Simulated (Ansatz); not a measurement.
# 1T-IrSSe monolayer in a perpendicular field

What dipole does a perpendicular field induce in the 1T-IrSSe monolayer? A positive field points along +c.

Calculated with Ansatz 0.2.0; plane-wave DFT, PBE-D3(BJ), Ansatz PAW.

### Step 1. The starting structure

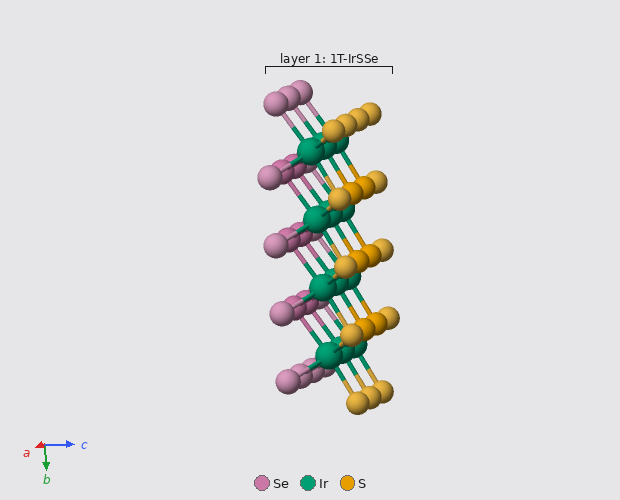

Start, viewed from the side, with the c axis across the page; selenium pink, iridium teal, sulfur orange. 2×3×1 cells are drawn. Some periodic images of atoms are drawn too.

The cell holds 3 atoms: 1 Se, 1 Ir and 1 S. Its edges and angles: a = 3.456 Å, b = 3.456 Å, c = 36.408 Å, α = 90.0°, β = 90.0°, γ = 120.0°. Vacuum lies along c.

### Step 2. Relaxing the slab

The starting cell is a guess, so the in-plane lattice and the atoms are relaxed first, with the slab cut off from its images along the normal.

input.yaml reads:

```yaml
crystal:
  lattice:
    - [3.455957, 0.0, 0.0]
    - [-1.7279785, 2.9929465564, 0.0]
    - [0.0, 0.0, 36.408456699]
  atoms:
    - { symbol: Se, position: [0.6666666667, 0.3333333333, 0.462804566] }
    - { symbol: Ir, position: [0.0, 0.0, 0.5036720142], spin: 1.0 }
    - { symbol: S, position: [0.3333333333, 0.6666666667, 0.537195434] }
  periodic: [true, true, false]
magnetization:
  spin_polarized: true
kpoints:
  mp_grid: { grid: [12, 12, 1] }
hamiltonian:
  xc: pbe
  dispersion: d3bj
scf:
  occupations: { method: fermi_dirac, width: 0.05 }
  convergence: { dr2_threshold: 1.0e-09 }
relax:
  f_tol: 0.004
  max_steps: 90
  cell: {}
output:
  write_potential: true
  write_density: true
  volumetric_format: npy
```

The run is started by

```sh
$ ansatz run input.yaml --threads 2 --pin off --max-ram 3072MiB --backend cpu --events-out ev --progress --plain --runs-dir out
```

Numbers of over 12 decimals in the logs are rounded to 6 here.

The program printed:

```text
Warning: relax.cell: scf.convergence.dr2_threshold = 1e-9 eV is looser than the 1.85752910745e-10 eV advised for a relaxation that steers and ends on the stress (1e-10 eV for each atom of the cell: 3, times the square of relax.cell.stress_2d_tol = 0.05 N/m over 12.7 Å (the atoms' height at the walk's start and 5 Å past either face), 3.934e-2 GPa, over a crystal's default 0.05). What an SCF threshold leaves in a stress goes as its square root, and in the free energy as the threshold itself, and one threshold admits the most on a small cell: [figures from the program's tests cut] Set scf.convergence.dr2_threshold to 1.85752910745e-10 eV or tighter. [rest of the remark cut]
Engine: ansatz 0.2.0, aarch64-unknown-linux-gnu
Pseudopotentials: kind: paw
Pseudopotential: Se, paw, valence charge 16, recommended cutoff 420 eV (normal), Se.paw.azcp
Pseudopotential: Ir, paw, valence charge 17, recommended cutoff 420 eV (normal), Ir.paw.azcp
Pseudopotential: S, paw, valence charge 6, recommended cutoff 420 eV (normal), S.paw.azcp
Functional definition: PBE
  parameter kappa = 0.804
  parameter beta = 0.066725
  exchange = pbe_x(kappa = kappa, mu = beta*pi^2/3)
  correlation = pbe_c(beta = beta)
Crystal: 3 atoms, lattice volume = 376.591 Å³
Basis set: ecut = 420 eV, 7303 PW (Γ), exchange–correlation on 48×48×500 points (8 copies of the dense FFT grid, shifted against one another)
Bands: 24, of which v1, the nominal top of the filled ones, is band 20 counted from 1 (19 counted from 0)
Symmetry: 6 space group operations
Space group: P3m1 (ITA 156), of the structure as read, at distance tolerance 7.2e-5 Å
Magnetic group: BNS 156.49 (UNI 1279), of the structure as read, at distance tolerance 7.2e-5 Å
k-points: 19 of 144 (time reversal used)
Non-local potential: Se, projectors of the file, l = 0: 2, l = 1: 2, l = 2: 3, l = 3: 1
Non-local potential: Ir, projectors of the file, l = 0: 3, l = 1: 2, l = 2: 2, l = 3: 1
Non-local potential: S, projectors of the file, l = 0: 2, l = 1: 2, l = 2: 2
PAW form: soft (Blöchl's): semilocal exchange-correlation on the pseudo side does not see the compensation charge
PAW one-centre angular grid: Se, 590 points (default); XC on 64 Gauss nodes
PAW one-centre angular grid: Ir, 590 points (default); XC on 64 Gauss nodes
PAW one-centre angular grid: S, 110 points (default); XC on 64 Gauss nodes
Initial density: superposition of atomic densities (neutral atoms: chi_scale 0, normalization atom)
Starting moments: Σ|m| = 1 μB on 1 of 3 sites
Initial wavefunctions: pseudopotential atomic-orbital guess
Functional: x = pbe(κ = 0.804, μ = 0.219515), c = pbe(β = 0.066725)
iter 1 solved again at ethr=2.03e-3 eV; its pass at ethr=3.10e-3 eV (dr2=7.93e-1 eV) is discarded
SCF iter   1: F=—  HF=-18307.480130 eV  |F-HF|=—  |Δ(HF+E_count)|=         —  Δρ=1.13e-2 (↑1.13e-2 ↓7.71e-3)  dr2=8.00e-1  dr2_m=3.40e-2  M=0.916 μB ∫|m|=0.923 μB  β_m=0.30  ethr=2.03e-3  ⟨swp⟩=1.2  Hψ=8702  notcnv=0
Mixer restart at iter 1: flushing history
preconditioner: auto → LDOS  [metal: Δε(μ)=0.038 eV  Ē_g=9.272 eV  σ=0.050 eV  W_gap=0.18  n_scr=20 (ndim 8)  ℏωp=8.8 eV  f_vac=0.816  D(μ)=3.08/eV (n_scr^D=14)]
spin=Collinear: LDOS preconditioning applied to the charge; magnetization (m = ρ↑ − ρ↓) channel mixes plain (no charge-response kernel on spin).
SCF iter   2: F=—  HF=-18307.611125 eV  |F-HF|=—  |Δ(HF+E_count)|=   1.31e-1  Δρ=8.17e-3 (↑8.17e-3 ↓5.46e-3)  dr2=4.38e-1  dr2_m=2.34e-2  M=0.890 μB ∫|m|=0.898 μB  β_m=0.62  ethr=2.03e-3  ⟨swp⟩=3.1  Hψ=1242  notcnv=0
SCF iter   3: F=—  HF=-18307.796058 eV  |F-HF|=—  |Δ(HF+E_count)|=   1.85e-1  Δρ=2.04e-3 (↑2.04e-3 ↓1.39e-3)  dr2=3.18e-2  dr2_m=8.30e-3  M=0.744 μB ∫|m|=0.756 μB  β_m=0.81  ethr=1.12e-3  ⟨swp⟩=4.8  Hψ=1942  notcnv=0
SCF iter   4: F=—  HF=-18307.840163 eV  |F-HF|=—  |Δ(HF+E_count)|=         —  Δρ=2.42e-3 (↑2.30e-3 ↓2.42e-3)  dr2=4.98e-3  dr2_m=1.86e-2  M=0.374 μB ∫|m|=0.387 μB  β_m=0.81  ethr=8.15e-5  ⟨swp⟩=3.5  Hψ=2310  notcnv=0
SCF iter   5: F=—  HF=-18307.840018 eV  |F-HF|=—  |Δ(HF+E_count)|=   1.45e-4  Δρ=1.15e-3 (↑1.14e-3 ↓1.15e-3)  dr2=7.21e-4  dr2_m=4.36e-3  M=0.259 μB ∫|m|=0.268 μB  β_m=0.91  ethr=1.28e-5  ⟨swp⟩=2.9  Hψ=2032  notcnv=0
SCF iter   6: F=—  HF=-18307.840819 eV  |F-HF|=—  |Δ(HF+E_count)|=   8.02e-4  Δρ=4.56e-4 (↑4.56e-4 ↓4.41e-4)  dr2=7.29e-4  dr2_m=6.03e-4  M=0.119 μB ∫|m|=0.124 μB  β_m=0.95  ethr=1.85e-6  ⟨swp⟩=3.4  Hψ=2320  notcnv=0
SCF iter   7: F=—  HF=-18307.840867 eV  |F-HF|=—  |Δ(HF+E_count)|=   4.84e-5  Δρ=2.25e-4 (↑2.15e-4 ↓2.25e-4)  dr2=1.65e-4  dr2_m=1.40e-4  M=0.059 μB ∫|m|=0.062 μB  β_m=0.93  ethr=1.85e-6  ⟨swp⟩=2.8  Hψ=2009  notcnv=0
SCF iter   8: F=—  HF=-18307.840853 eV  |F-HF|=—  |Δ(HF+E_count)|=   1.41e-5  Δρ=9.86e-5 (↑9.86e-5 ↓8.81e-5)  dr2=2.93e-5  dr2_m=2.54e-5  M=0.023 μB ∫|m|=0.024 μB  β_m=0.97  ethr=4.24e-7  ⟨swp⟩=3.1  Hψ=2109  notcnv=0
SCF iter   9: F=—  HF=-18307.840871 eV  |F-HF|=—  |Δ(HF+E_count)|=   1.78e-5  Δρ=2.96e-5 (↑2.96e-5 ↓2.25e-5)  dr2=5.28e-6  dr2_m=1.50e-6  M=0.006 μB ∫|m|=0.006 μB  β_m=0.96  ethr=7.51e-8  ⟨swp⟩=3.2  Hψ=2160  notcnv=0
SCF iter  10: F=—  HF=-18307.840875 eV  |F-HF|=—  |Δ(HF+E_count)|=   4.23e-6  Δρ=1.02e-5 (↑1.02e-5 ↓7.75e-6)  dr2=1.77e-6  dr2_m=1.10e-7  M=0.001 μB ∫|m|=0.001 μB  β_m=0.82  ethr=1.35e-8  ⟨swp⟩=3.2  Hψ=2039  notcnv=0
SCF iter  11: F=—  HF=-18307.840876 eV  |F-HF|=—  |Δ(HF+E_count)|=   4.45e-7  Δρ=3.09e-6 (↑3.09e-6 ↓2.60e-6)  dr2=2.20e-7  dr2_m=1.01e-8  M=0.000 μB ∫|m|=0.000 μB  β_m=0.84  ethr=4.53e-9  ⟨swp⟩=2.9  Hψ=1807  notcnv=0
SCF iter  12: F=—  HF=-18307.840876 eV  |F-HF|=—  |Δ(HF+E_count)|=   1.15e-7  Δρ=8.26e-7 (↑6.45e-7 ↓8.26e-7)  dr2=1.16e-8  dr2_m=1.00e-9  M=-0.000 μB ∫|m|=0.000 μB  β_m=0.79  ethr=5.65e-10  ⟨swp⟩=3.4  Hψ=2015  notcnv=0
SCF iter  13: F=—  HF=-18307.840876 eV  |F-HF|=—  |Δ(HF+E_count)|=   3.45e-8  Δρ=3.08e-7 (↑3.08e-7 ↓2.66e-7)  dr2=2.78e-9  dr2_m=3.90e-11  M=-0.000 μB ∫|m|=0.000 μB  β_m=0.79  ethr=2.97e-11  ⟨swp⟩=3.1  Hψ=1959  notcnv=0
SCF iter  14: F=-18307.840876 eV  HF=-18307.840876 eV  |F-HF|=4.99e-9  |Δ(HF+E_count)|=   4.15e-9  Δρ=1.31e-7 (↑1.31e-7 ↓1.09e-7)  dr2=5.60e-10  dr2_m=3.39e-12  M=0.000 μB ∫|m|=0.000 μB  ethr=2.56e-12  ⟨swp⟩=8.6  Hψ=6880  notcnv=0
[...]
Basis set: ecut = 420 eV, 7837 PW (Γ), exchange–correlation on 50×50×500 points (8 copies of the dense FFT grid, shifted against one another)
Initial wavefunctions: pseudopotential atomic-orbital guess (no wavefunctions were taken with the density)
iter 1 solved again at ethr=4.83e-7 eV; its pass at ethr=3.10e-3 eV (dr2=1.88e-4 eV) is discarded
SCF iter   1: F=—  HF=-18307.951870 eV  |F-HF|=—  |Δ(HF+E_count)|=         —  Δρ=1.46e-4 (↑1.46e-4 ↓1.46e-4)  dr2=1.09e-5  dr2_m=3.91e-12  M=-0.000 μB ∫|m|=0.000 μB  β_m=0.65  ethr=4.83e-7  ⟨swp⟩=5.1  Hψ=10528  notcnv=0
preconditioner: auto → Resta (q_TF=auto, 1.845 Å⁻¹)  ε∞=1.9  [insulator: Δε(μ)=0.136 eV  Ē_g=8.900 eV  σ=0.050 eV  W_gap=0.59  n_scr=20 (ndim 8)  ℏωp=8.4 eV  f_vac=0.826  D(μ)=2.32/eV (n_scr^D=10)  ε∞_Penn≈1.9  vacuum switching on, ρ_ref=5.7e-3 e/Å³]
spin=Collinear: Resta preconditioning applied to the charge; magnetization (m = ρ↑ − ρ↓) channel mixes plain (no charge-response kernel on spin).
SCF iter   2: F=—  HF=-18307.960663 eV  |F-HF|=—  |Δ(HF+E_count)|=   8.79e-3  Δρ=5.15e-5 (↑5.15e-5 ↓5.15e-5)  dr2=2.03e-6  dr2_m=1.69e-12  M=-0.000 μB ∫|m|=0.000 μB  β_m=0.55  ethr=2.79e-8  ⟨swp⟩=4.3  Hψ=2424  notcnv=0
SCF iter   3: F=—  HF=-18307.962250 eV  |F-HF|=—  |Δ(HF+E_count)|=   1.59e-3  Δρ=2.43e-5 (↑2.43e-5 ↓2.43e-5)  dr2=5.64e-7  dr2_m=8.34e-13  M=-0.000 μB ∫|m|=0.000 μB  β_m=0.76  ethr=5.20e-9  ⟨swp⟩=3.5  Hψ=1874  notcnv=0
SCF iter   4: F=—  HF=-18307.962882 eV  |F-HF|=—  |Δ(HF+E_count)|=   6.32e-4  Δρ=4.61e-6 (↑4.61e-6 ↓4.61e-6)  dr2=2.35e-6  dr2_m=1.83e-13  M=-0.000 μB ∫|m|=0.000 μB  β_m=0.57  ethr=1.45e-9  ⟨swp⟩=3.5  Hψ=1866  notcnv=0  recentre
SCF iter   5: F=—  HF=-18307.962892 eV  |F-HF|=—  |Δ(HF+E_count)|=   9.81e-6  Δρ=2.32e-6 (↑2.32e-6 ↓2.32e-6)  dr2=4.31e-7  dr2_m=1.35e-13  M=-0.000 μB ∫|m|=0.000 μB  β_m=0.49  ethr=1.45e-9  ⟨swp⟩=2.4  Hψ=1289  notcnv=0
SCF iter   6: F=—  HF=-18307.962903 eV  |F-HF|=—  |Δ(HF+E_count)|=   1.11e-5  Δρ=3.56e-7 (↑3.54e-7 ↓3.56e-7)  dr2=3.64e-9  dr2_m=1.12e-13  M=-0.000 μB ∫|m|=0.000 μB  β_m=0.61  ethr=1.11e-9  ⟨swp⟩=2.0  Hψ=1075  notcnv=0
SCF iter   7: F=—  HF=-18307.962922 eV  |F-HF|=—  |Δ(HF+E_count)|=   1.90e-5  Δρ=3.11e-7 (↑3.08e-7 ↓3.11e-7)  dr2=7.63e-9  dr2_m=3.97e-14  M=-0.000 μB ∫|m|=0.000 μB  β_m=0.61  ethr=9.34e-12  ⟨swp⟩=5.2  Hψ=2722  notcnv=0
SCF iter   8: F=—  HF=-18307.962922 eV  |F-HF|=—  |Δ(HF+E_count)|=   2.62e-8  Δρ=2.05e-7 (↑2.03e-7 ↓2.05e-7)  dr2=2.51e-9  dr2_m=2.29e-14  M=-0.000 μB ∫|m|=0.000 μB  β_m=0.81  ethr=9.34e-12  ⟨swp⟩=2.3  Hψ=1179  notcnv=0
iter 9 met the thresholds in force, and the SCF goes on: an eigenvalue changes by 0.28 meV, over its tolerance of 0.05 meV (output.eigenvalues, Limitations)
SCF iter   9: F=-18307.962922 eV  HF=-18307.962922 eV  |F-HF|=3.92e-9  |Δ(HF+E_count)|=   6.04e-8  Δρ=4.89e-8 (↑4.89e-8 ↓4.85e-8)  dr2=1.23e-10  dr2_m=6.20e-15  M=-0.000 μB ∫|m|=0.000 μB  β_m=0.85  ethr=2.56e-12  ⟨swp⟩=13.7  Hψ=7675  notcnv=0
SCF iter  10: F=-18307.962922 eV  HF=-18307.962922 eV  |F-HF|=1.06e-10  |Δ(HF+E_count)|=   3.82e-9  Δρ=1.64e-8 (↑1.63e-8 ↓1.64e-8)  dr2=1.44e-11  dr2_m=4.61e-16  M=-0.000 μB ∫|m|=0.000 μB  ethr=1.00e-12  ⟨swp⟩=6.6  Hψ=5160  notcnv=0
the starting moments were not kept: the SCF closed with an absolute magnetisation of 4.0e-8 μB, where they sum to 1 μB in size (1 site). That is at most 0.1 of that sum. Measured as dr2_m measures the in/out step, that magnetisation stands 2.3e-16 eV from none, at or under the dr2_threshold of 1.0e-9 eV: it is no larger than a step whose dr2_m would equal this threshold.
SCF 7 converged in 10 iterations: F = -18307.962922 eV  dr2 = 1.44e-11
relax step   7: F+E_penalty+E_count = -18307.96292210 eV  Δ(F+E_penalty+E_count) = -7.613e-4 eV  max|allowed force component| = 5.567e-4 eV/Å  Δτ_max = 0.0000 Å  P = +0.001 N/m  Ω = 408.126 Å³  fix = [c, alpha, beta]  reactions: c +0.000 N/m  stress off target by 8.53e-4 N/m on what of the cell is left free  SCF on the basis re-selected at this cell (its energy is not comparable with the rows above)  (10 SCF iters)
basis re-selected at this cell: Δ(F+E_penalty+E_count) = -7.613e-4 eV, ΔP = +0.002 N/m vs the last step (what re-selecting the basis moved, of the pressure what is left beyond the Pulay correction that the steps carried, after the strain that the cell walked since its last selection, with what the two solves' SCF thresholds leave and, on support functions, any second-order correction that the steps lacked; it is no measure of the basis error at this ecutwfc). The dense FFT grid was sized anew with the basis: this SCF ran on 25×25×250 points, the steps before it on 24×24×250, so part of this shift can come from that change (see relax.cell in the input reference). [rest of the remark cut]
SCF converged after 10 iterations
an eigenvalue changed by more than its tolerance at an iteration that met the thresholds in force, so the SCF went on 1 time: the last check found none over its tolerance
Magnetization: -0.0000 μB (19.5000 up, 19.5000 down)
Absolute magnetization: 0.0000 μB (∫|ρ↑−ρ↓|, with the PAW one-centre terms)
Spin contamination: 0.0000 ħ² per cell (⟨S²⟩ above its minimum at these occupations)
Per-site moments (μB) at R_I (Å): [(-7.884254397790554e-9, 1.045089), (-1.2846682549505073e-8, 0.962080), (-4.705651554459764e-9, 0.962080)]
Free energy (F): -18307.962922 eV
Harris-Foulkes:  -18307.962922 eV  (|F-HF|=1.06e-10)
Internal energy: -18307.942021 eV  (E = F + TS)
E sigma→0 (E₀):  -18307.952471 eV
Entropy (-TS):   -0.020901 eV (-6.967 meV/atom)
Fermi energy:    -5.390620 eV
--- Per-component energies (eV) ---
  E_band       = -1269.839961
  E_kinetic    = 848.394806
  E_local      = -101162.745488  (includes V_loc(G=0)·N_el)
  E_nonlocal   = -493.277583
  E_hartree    = 50020.854460
  E_xc         = -468.406842
  E_vxc        = -484.510531  (∫ρ·V_xc dr)
  E_paw        = -11735.875486  (= ΣΔE_a)
  E_vpaw       = -19.410118  (= ΣTr[D̂ρ^β])
  E_aug_tail   = -0.000521  (compensation charges beyond the density's cutoff)
  E_ewald      = 44683.947845
  E_disp       = -0.833211  (pairwise vdW)
  E_smearing   = -0.020901  (= −TS)
  E_closure    = -0.000000  (closes the sum)
  Σ components = -18307.962922   (vs F -18307.962922, Δ=0.00e0)
--- Forces (eV/Å), atoms counted from 1 ---
  atom   1  Se     0.00000000     0.00000000     0.00055696
  atom   2  Ir    -0.00000000     0.00000000    -0.00029116
  atom   3  S     -0.00000000    -0.00000000    -0.00026492
  max |Σ_I F_I| component: 8.87e-7 eV/Å
--- 2D stress c σ (N/m, compression-positive) ---
        0.000853       0.000000       0.000000
       -0.000000       0.000853       0.000000
        0.000000       0.000000       0.000000
  P = ½ c Tr σ = 0.0009 N/m
--- Band table (eV; the first three rows and the last of 38) ---
  k-point 0 ↑: bands = [... 16 lower, -6.8981, -5.7212, -5.7212, -5.6687, -1.8392, -1.8392, -0.8909, -0.4194]
  k-point 1 ↑: bands = [... 16 lower, -6.8450, -6.2697, -5.6282, -5.1905, -2.3706, -1.9829, -0.6806, -0.2901]
  k-point 2 ↑: bands = [... 16 lower, -7.0290, -6.2720, -5.5066, -4.9988, -3.1791, -2.2529, -0.2141, 0.0317]
  k-point 18 ↓: bands = [... 16 lower, -8.3672, -7.0655, -6.1615, -5.4782, -3.6225, -2.5949, 1.0786, 2.5845]
  the weakly bound empty levels are not read free of the cell's end (no_gap_told)
--- Relaxed structure (6 steps of the walk, 6 accepted, 1 SCFs on fresh bases) ---
  F+E_penalty+E_count = -18307.96292210 eV   max|allowed force component| = 5.567e-4 eV/Å   (the final SCF, on the basis selected at the relaxed cell)
  cell:  # Å, volume = 408.1256 Å³
    - [3.597746, 0, 0]
    - [-1.798873, 3.115739, 0]
    - [0, 0, 36.408456699]
  atoms:
    - { symbol: Se, position: [0.666667, 0.333333, 0.464951] }
    - { symbol: Ir, position: [2.524956267567745e-19, 5.049912535135492e-19, 0.504794] }
    - { symbol: S, position: [0.333333, 0.666667, 0.533927] }
```

The job ended after 2.6 min (2 threads of Arm Neoverse V1, shared host; peak memory 0.81 GiB; 5.1 min of CPU time).

Relaxation path:

```csv
step,energy less that of the first step (eV),largest force component (eV/Å),volume (Å³)
1,0.0000,0.8204,376.59
2,-0.1079,0.3214,399.24
3,-0.1195,0.1513,410.06
4,-0.1213,0.0116,407.86
5,-0.1213,0.0074,408.03
6,-0.1213,0.0006,408.13
7*,-0.1220,0.0006,408.13
```

Relaxation steps marked * repeat the geometry before them on a plane-wave basis chosen anew for their cell, so energy and pressure can jump there.

Forces are held to the 6 operations that the run works with; a distortion that breaks them can't arise in this run.

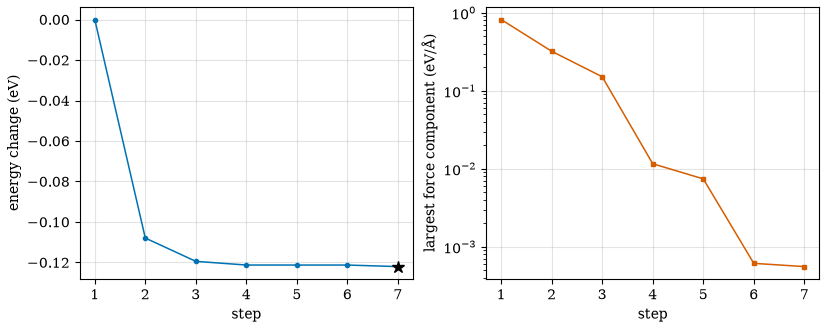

Energy and largest force along the relaxation. Stars mark steps on a basis chosen anew.

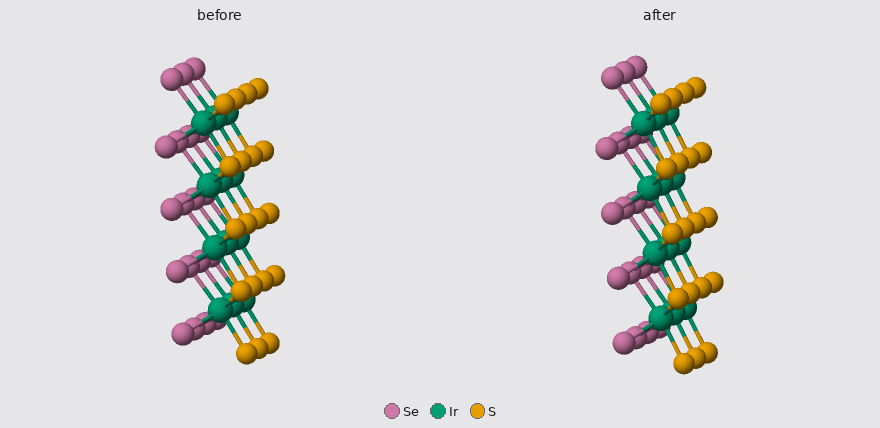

Before and after, at one scale.

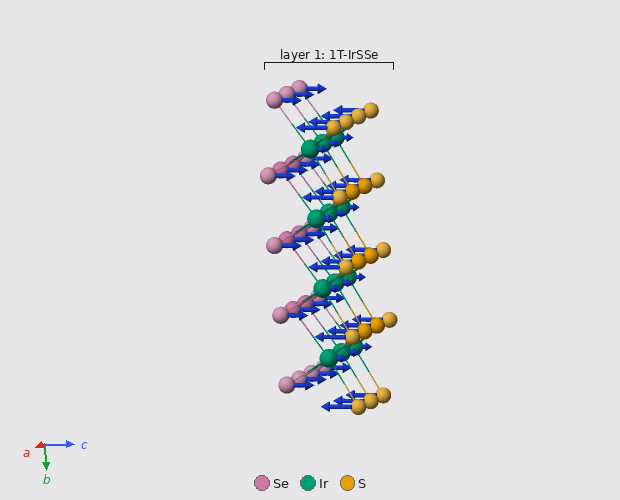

Displacements in the relaxation, exaggerated, measured against the changing cell; the longest in the cell stands for 0.12 Å. 2×3×1 cells are drawn. Some periodic images of atoms are drawn too.

```csv
cell as run,before,after,change
a (Å),3.456,3.598,+4.1 %
b (Å),3.456,3.598,+4.1 %
```

The atoms that moved most (Å, along periodic axes as changes of fractional coordinates times the final cell, across vacuum about the mean position):

```csv
atom,dx,dy,dz,length
S3,0.000,0.000,-0.119,0.119
Se1,0.000,0.000,0.078,0.078
Ir2,0.000,0.000,0.041,0.041
```

The relaxed structure:

```
Se Ir S
1.0
     3.59775    0.00000    0.00000
    -1.79887    3.11574    0.00000
     0.00000    0.00000   36.40846
Se Ir S
1 1 1
Direct
  0.66667 0.33333 0.46495
  0.00000 0.00000 0.50479
  0.33333 0.66667 0.53393
```

This step gave:

```yaml
energy_at_zero_smearing: -18307.9525 eV
```

The lattice constant a goes from 3.456 to 3.598 Å.

(Continued in part 2 of 2.)

[Logs are printed without paths, hosts, clocks, repeated set-up lines and the standing remarks that a program may print on its own settings, such as how far it seeks lower states.]

[Hosts, paths, dates, database ids (printed as entryN), source tags and the programs' standing remarks are cut or masked in the printed files.]

[Maps of the electrostatic potential energy from Ansatz leave out the sawtooth potential of an applied field or a dipole correction, so their vacuum need not be flat; planar profiles and work functions include it.]
